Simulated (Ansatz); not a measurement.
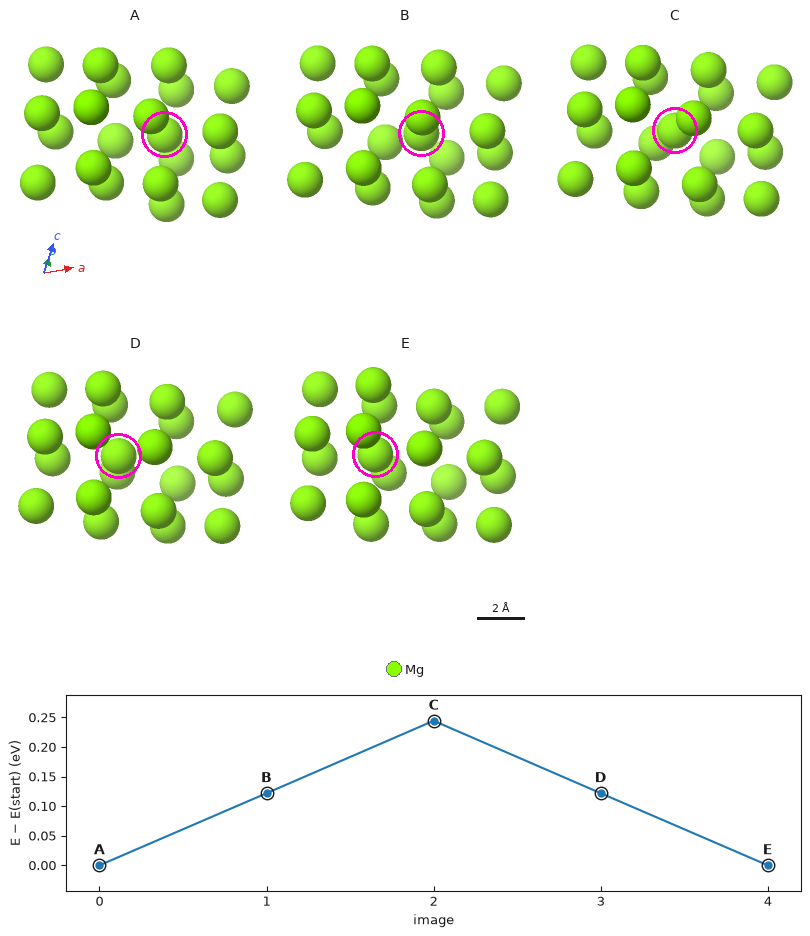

A nudged-elastic-band calculation for a defect cell of composition Mg with a Mg vacancy (23 atoms in the cell). Images are numbered from 0 (start) to 4 (end). Frames A to E are images 0, 1, 2, 3, 4. A spheres-only model of the atoms within 5.0 Å of the middle of the path, seen from a free direction. The moving atom is ringed, with any periodic copies.

Level of theory: Ansatz 0.2.0, DFT PBE, scalar-relativistic, plane waves, PAW. Run with plane-wave cutoff 420 eV; k-point mesh 4 × 4 × 4; Gaussian smearing 0.1 eV; 3 movable images; no climbing image; force threshold 0.05 eV/Å; iteration limit 5.

Question: Read off the barrier and say what moves.

Answer: It is a vacancy jump: a nearby atom moves into the empty site and leaves its own site empty. A Mg atom travels furthest, 2.85 Å from end to end, along [−3 0 1], on a straight line. At the highest image its nearest neighbour (Mg) is 3.02 Å away, against 3.15 Å at the start, and the surrounding atoms stand up to 0.13 Å off the mean of their end positions. The two ends have the same energy, and the highest point, image 2, lies 0.244 eV above the start. The band converged in 3 iterations. The largest component of the band force went from 0.42 to 0.026 eV/Å. No image climbed, so the highest image needn't lie on the saddle point, and the true maximum along this path can be higher.

The run took 7 min on 4 threads of Intel(R) Xeon(R) Platinum 8559C (Emerald Rapids) (shared host), peak memory 6.6 GiB.
